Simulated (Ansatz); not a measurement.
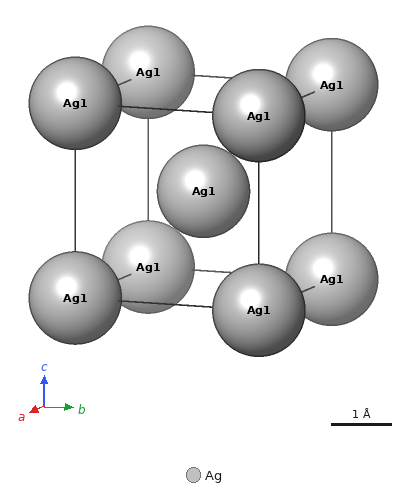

The structure as given in the input (spheres-only view of the cell 2 times as large as that of the calculation, set on its symmetry axes, seen slightly off an axis; atoms are numbered from 1 in the order of the input).

## From Ag to K

System: Ag (Im-3m, 1 atom in the cell).
Method of the first run: DFT PBE, scalar-relativistic, plane waves, PAW, no spin polarisation (Ansatz 0.2.0).
System of the second run: K (Im-3m, 1 atom in the cell).

On the first run: The structure derives from a Materials Project entry. On the second run: The structure was made by swapping elements on the sites of another compound; it need not be a known phase. It belongs to a series of runs on one base structure; here: Ag -> K on all its sites, cell and atoms relaxed. Text and figures count atoms from 1; the logs count them from 0 in places.

**Input, the first run**
```yaml
crystal:
  lattice:
    - [-1.655654, 1.655654, 1.655654]
    - [1.655654, -1.655654, 1.655654]
    - [1.655654, 1.655654, -1.655654]
  atoms:
    - { symbol: Ag, position: [0.0, 0.0, 0.0] }
basis:
  ecutwfc: 420
kpoints:
  mp_grid: { grid: [8, 8, 8] }
hamiltonian:
  xc: pbe
scf:
  occupations: { method: gaussian, width: 0.1 }
output:
  forces: true
  stress: true
  eigenvalues: true
```

Launched with:
```bash
ansatz run input.yaml --threads 1 --pin off --max-ram 2560MiB --backend cpu --events-out ev --progress --plain --runs-dir out
```

Hardware: 1 thread of Intel Xeon (Granite Rapids), 12 GiB of memory available, shared host.

**Output, shortened to warnings, some set-up lines, iterations and results (the first run)**
```
Basis set: ecut = 420 eV, 369 PW (Γ), exchange–correlation on 40×40×40 points (8 copies of the dense FFT grid, shifted against one another)
Symmetry: 48 space group operations
k-points: 29 of 512
Initial density: superposition of atomic densities (neutral atoms: chi_scale 0, normalization atom), corrected by the library's trained network
[...]
SCF iter   1: F=—  HF=-7590.474694 eV  |F-HF|=—  |Δ(HF+E_count)|=         —  Δρ=1.06e-3  dr2=8.92e-5  ethr=1.77e-3  ⟨swp⟩=4.6  Hψ=1970  notcnv=0
SCF iter   2: F=—  HF=-7590.474864 eV  |F-HF|=—  |Δ(HF+E_count)|=   1.70e-4  Δρ=5.63e-4  dr2=2.49e-5  ethr=4.70e-7  ⟨swp⟩=2.8  Hψ=885  notcnv=0
SCF iter   3: F=—  HF=-7590.474896 eV  |F-HF|=—  |Δ(HF+E_count)|=   3.28e-5  Δρ=1.32e-4  dr2=1.48e-6  ethr=1.31e-7  ⟨swp⟩=2.0  Hψ=555  notcnv=0
SCF iter   4: F=—  HF=-7590.474898 eV  |F-HF|=—  |Δ(HF+E_count)|=   1.57e-6  Δρ=5.25e-5  dr2=4.55e-7  ethr=7.77e-9  ⟨swp⟩=2.3  Hψ=616  notcnv=0
SCF iter   5: F=-7590.474898 eV  HF=-7590.474898 eV  |F-HF|=7.07e-9  |Δ(HF+E_count)|=   4.02e-8  Δρ=1.02e-5  dr2=1.02e-8  ethr=2.40e-9  ⟨swp⟩=2.0  Hψ=552  notcnv=0
SCF iter   6: F=-7590.474898 eV  HF=-7590.474898 eV  |F-HF|=1.07e-9  |Δ(HF+E_count)|=   8.13e-9  Δρ=3.23e-6  dr2=1.78e-9  ethr=5.37e-11  ⟨swp⟩=2.9  Hψ=1388  notcnv=0
SCF 1 converged in 6 iterations: F = -7590.474898 eV  dr2 = 1.78e-9
SCF converged after 6 iterations
Free energy (F): -7590.474898 eV
Harris-Foulkes:  -7590.474898 eV  (|F-HF|=1.07e-9)
Internal energy: -7590.467646 eV  (E = F + TS)
E sigma→0 (E₀):  -7590.471272 eV
Entropy (-TS):   -0.007252 eV (-7.252 meV/atom)
Fermi energy:    16.152140 eV
--- Per-component energies (eV) ---
  E_band       = -256.972515
  E_kinetic    = 526.829544
  E_local      = -2290.663680  (includes V_loc(G=0)·N_el)
  E_nonlocal   = 80.147516
  E_hartree    = 1036.415130
  E_xc         = -184.573418
  E_vxc        = -234.490026  (∫ρ·V_xc dr)
  E_paw        = -3902.089408  (= ΣΔE_a)
  E_vpaw       = -411.629052  (= ΣTr[D̂ρ^β])
  E_aug_tail   = 0.000313  (compensation charges beyond the density's cutoff)
  E_ewald      = -2856.533643
  E_smearing   = -0.007252  (= −TS)
  E_closure    = 0.000000  (closes the sum)
  Σ components = -7590.474898   (vs F -7590.474898, Δ=0.00e0)
--- Forces (eV/Å), atoms counted from 1 ---
  atom   1  Ag     0.00000000     0.00000000     0.00000000
  max |Σ_I F_I| component: 2.01e-31 eV/Å
--- Stress (GPa, compression-positive) ---
       -0.772058       0.000000      -0.000000
        0.000000      -0.772058      -0.000000
        0.000000       0.000000      -0.772058
  P = ⅓ Tr σ = -0.7721 GPa (-7.721 kbar)
```

The input of the second run differs as follows (lines with − go, lines with + come):
```diff
-    - [-1.655654, 1.655654, 1.655654]
-    - [1.655654, -1.655654, 1.655654]
-    - [1.655654, 1.655654, -1.655654]
+    - [-2.0887834087, 2.0887834087, 2.0887834087]
+    - [2.0887834087, -2.0887834087, 2.0887834087]
+    - [2.0887834087, 2.0887834087, -2.0887834087]
-    - { symbol: Ag, position: [0.0, 0.0, 0.0] }
+    - { symbol: K, position: [0.0, 0.0, 0.0] }
-  mp_grid: { grid: [8, 8, 8] }
+  mp_grid: { grid: [6, 6, 6] }
```

How does the second run compare with the first run?

The total energies belong to different systems, so their difference says nothing on which is more stable or more accurate. The pressure goes from −0.77 to 9.26 GPa. The volume per atom goes from 18.15 to 36.45 Å³. The number of SCF iterations is the same. The irreducible k-points go from 29 to 16. The plane waves at Γ go from 369 to 683.

**Output, shortened to warnings, some set-up lines, iterations and results (the second run)**
```
Basis set: ecut = 420 eV, 683 PW (Γ), exchange–correlation on 50×50×50 points (8 copies of the dense FFT grid, shifted against one another)
Symmetry: 48 space group operations
k-points: 16 of 216
Initial density: superposition of atomic densities (neutral atoms: chi_scale 0, normalization atom), corrected by the library's trained network
[...]
SCF iter   1: F=—  HF=-1537.138884 eV  |F-HF|=—  |Δ(HF+E_count)|=         —  Δρ=8.21e-4  dr2=1.22e-4  ethr=1.77e-3  ⟨swp⟩=5.2  Hψ=1043  notcnv=0
SCF iter   2: F=—  HF=-1537.138939 eV  |F-HF|=—  |Δ(HF+E_count)|=   5.48e-5  Δρ=5.24e-4  dr2=5.85e-5  ethr=1.35e-6  ⟨swp⟩=2.2  Hψ=343  notcnv=0
SCF iter   3: F=—  HF=-1537.139074 eV  |F-HF|=—  |Δ(HF+E_count)|=   1.36e-4  Δρ=7.77e-5  dr2=1.53e-6  ethr=6.50e-7  ⟨swp⟩=2.4  Hψ=196  notcnv=0
SCF iter   4: F=—  HF=-1537.139077 eV  |F-HF|=—  |Δ(HF+E_count)|=   2.76e-6  Δρ=2.21e-5  dr2=1.52e-7  ethr=1.70e-8  ⟨swp⟩=2.8  Hψ=209  notcnv=0
SCF iter   5: F=-1537.139077 eV  HF=-1537.139077 eV  |F-HF|=1.05e-8  |Δ(HF+E_count)|=   3.20e-7  Δρ=4.19e-6  dr2=5.44e-9  ethr=1.69e-9  ⟨swp⟩=2.4  Hψ=187  notcnv=0
SCF iter   6: F=-1537.139077 eV  HF=-1537.139077 eV  |F-HF|=3.08e-10  |Δ(HF+E_count)|=   1.12e-8  Δρ=1.01e-6  dr2=3.59e-10  ethr=6.05e-11  ⟨swp⟩=3.1  Hψ=595  notcnv=0
SCF 1 converged in 6 iterations: F = -1537.139077 eV  dr2 = 3.59e-10
SCF converged after 6 iterations
Free energy (F): -1537.139077 eV
Harris-Foulkes:  -1537.139077 eV  (|F-HF|=3.08e-10)
Internal energy: -1537.125594 eV  (E = F + TS)
E sigma→0 (E₀):  -1537.132336 eV
Entropy (-TS):   -0.013484 eV (-13.484 meV/atom)
Fermi energy:    6.060231 eV
--- Per-component energies (eV) ---
  E_band       = -105.188041
  E_kinetic    = 255.006567
  E_local      = -581.450263  (includes V_loc(G=0)·N_el)
  E_nonlocal   = 13.785849
  E_hartree    = 200.817962
  E_xc         = -135.052767
  E_vxc        = -164.798564  (∫ρ·V_xc dr)
  E_paw        = -782.198289  (= ΣΔE_a)
  E_vpaw       = -29.367350  (= ΣTr[D̂ρ^β])
  E_aug_tail   = -0.000003  (compensation charges beyond the density's cutoff)
  E_ewald      = -508.034650
  E_smearing   = -0.013484  (= −TS)
  E_closure    = 0.000000  (closes the sum)
  Σ components = -1537.139077   (vs F -1537.139077, Δ=0.00e0)
--- Forces (eV/Å), atoms counted from 1 ---
  atom   1  K      0.00000000     0.00000000     0.00000000
  max |Σ_I F_I| component: 1.09e-31 eV/Å
--- Stress (GPa, compression-positive) ---
        9.263999      -0.000000       0.000000
       -0.000000       9.263999       0.000000
       -0.000000      -0.000000       9.263999
  P = ⅓ Tr σ = 9.2640 GPa (92.640 kbar)
```

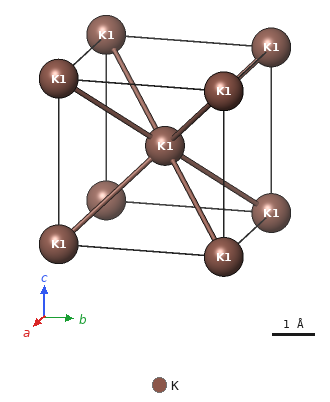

The input structure of the second run (ball-and-stick view of the cell 2 times as large as that of the calculation, set on its symmetry axes, seen slightly off an axis; atoms are numbered from 1 in the order of the input).

**The two runs side by side**

| quantity | the first run | the second run |
| --- | --- | --- |
| outcome | converged | converged |
| free energy per atom (eV) | −7590.4749 | −1537.1391 |
| energy per atom, smearing taken to zero (eV) | −7590.4713 | −1537.1323 |
| gap on the mesh (eV) | 0.00 | 0.00 |
| pressure (GPa) | −0.77 | 9.26 |
| volume per atom (Å³) | 18.15 | 36.45 |
| largest force (eV/Å) | 0.000 | 0.000 |
| SCF iterations | 6 | 6 |
| irreducible k-points | 29 | 16 |
| plane waves at Γ | 369 | 683 |

For the second run: The cell is under a pressure of 9.3 GPa at this level, so it is not at its equilibrium volume.
